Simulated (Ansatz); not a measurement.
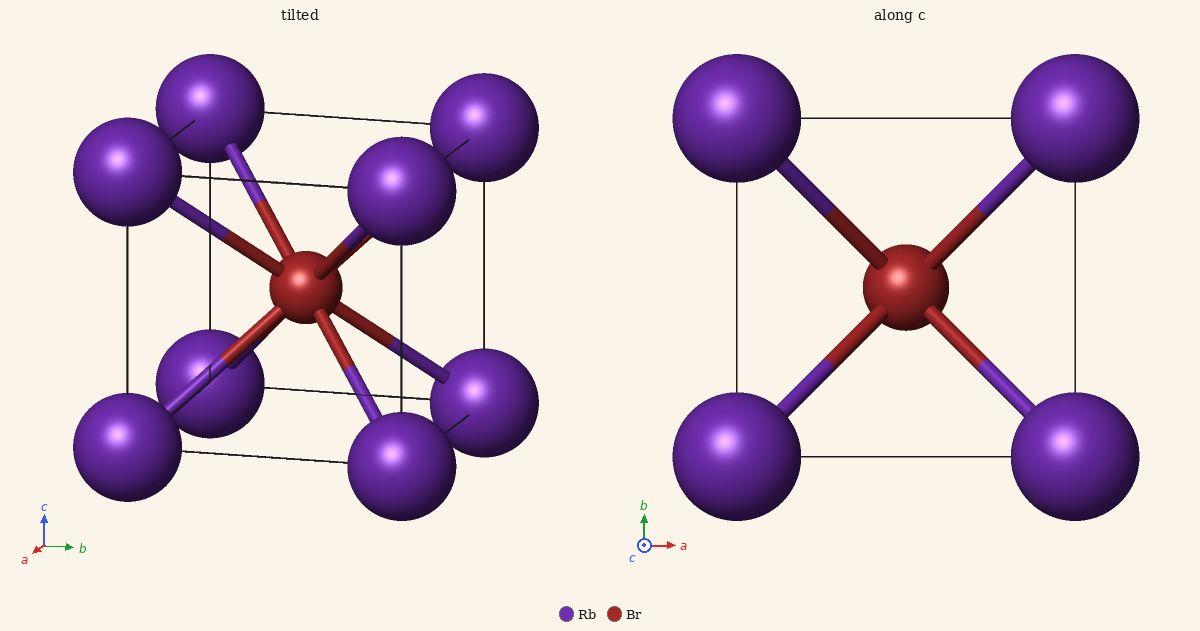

Drawn in the ball-and-stick manner and seen slightly off an axis and along the c axis. The unit cell is outlined; an atom on or near a face, edge or corner is repeated at each equivalent position.

RbBr, a = 4.164 Å, b = 4.164 Å, c = 4.115 Å, α = 90.00°, β = 90.00°, γ = 90.00°. Strictly the space group is P4/mmm (No. 123, within 0.01 Å). It is a distorted form of a primitive cubic structure, space group Pm-3m (No. 221) within 0.25 Å: caesium chloride (CsCl, B2) type. The cell started as a structure type filled with these elements by a generator (whether the compound takes this form wasn't checked). The cell was then strained or its atoms displaced on purpose. It was the input of a calculation with Ansatz.

This one geometry was computed with Ansatz (DFT, plane waves, PAW) at three levels of theory: PBE, r2SCAN and HSE06. It was relaxed with r2SCAN and then strained.

Q: How does the band gap change with the level of theory?

A: PBE: a gap of 3.99 eV, indirect; r2SCAN: a gap of 4.73 eV, indirect; HSE06: a gap of 5.17 eV, indirect.

Q: Collect the results in a table.

A:
| level | cutoff (eV) | k-mesh of the run's cell | gap (eV) | pressure (GPa) |
| --- | --- | --- | --- | --- |
| PBE | 420 | 6×6×6 | 3.99 | 0.5 |
| r2SCAN | 500 | 6×6×6 | 4.73 | -0.2 |
| HSE06 | 420 | 4×4×4 | 5.17 | 0.2 |

Gaps are taken on the k-mesh or band path of each run.
